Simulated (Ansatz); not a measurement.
A periodic structure is given below.

```
Mg
1.0
     6.65449    0.00000    0.00000
     0.00000    3.48671    0.00000
    -2.38952    0.00000    9.23424
Mg
6
Direct
  0.50000 0.50000 0.00000
  0.20886 0.00000 0.65024
  0.79114 0.00000 0.34976
  0.00000 0.00000 0.00000
  0.70886 0.50000 0.65024
  0.29114 0.50000 0.34976
```

Say what kind of structure these coordinates give.

Answer. The element is magnesium. It belongs to space group C2/m (No. 12) and has a base-centred monoclinic lattice. The cell holds six atoms. Mg takes two kinds of site: 2a with ten Mg at 3.49 to 3.83 Å; 4i with eleven Mg at 3.46 to 3.83 Å. The bonds build a three-dimensional framework.

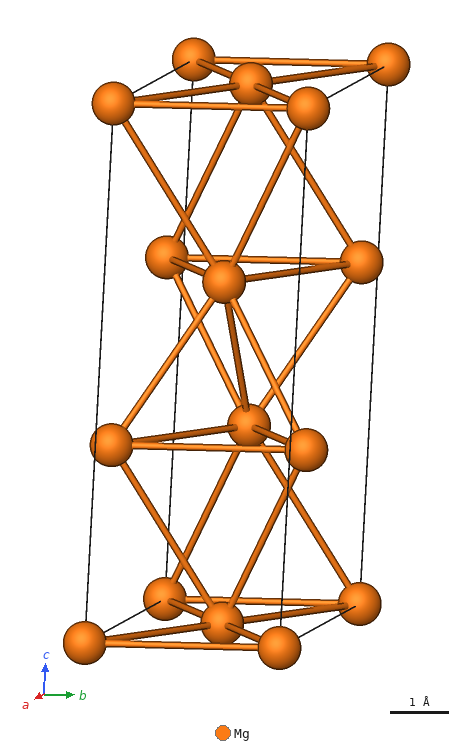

View slightly off an axis, drawn as a ball-and-stick model. The conventional unit cell is drawn as a box.

The structure comes from a structure listed in the Materials Project, with elements exchanged, so it need not be a known form of the compound. The cell was then strained or its atoms displaced on purpose. It went into a calculation with Ansatz.

At this level of theory the cell isn't at rest (stretched, at -6 GPa), so its distances can differ from those at equilibrium, the more so the softer the solid.
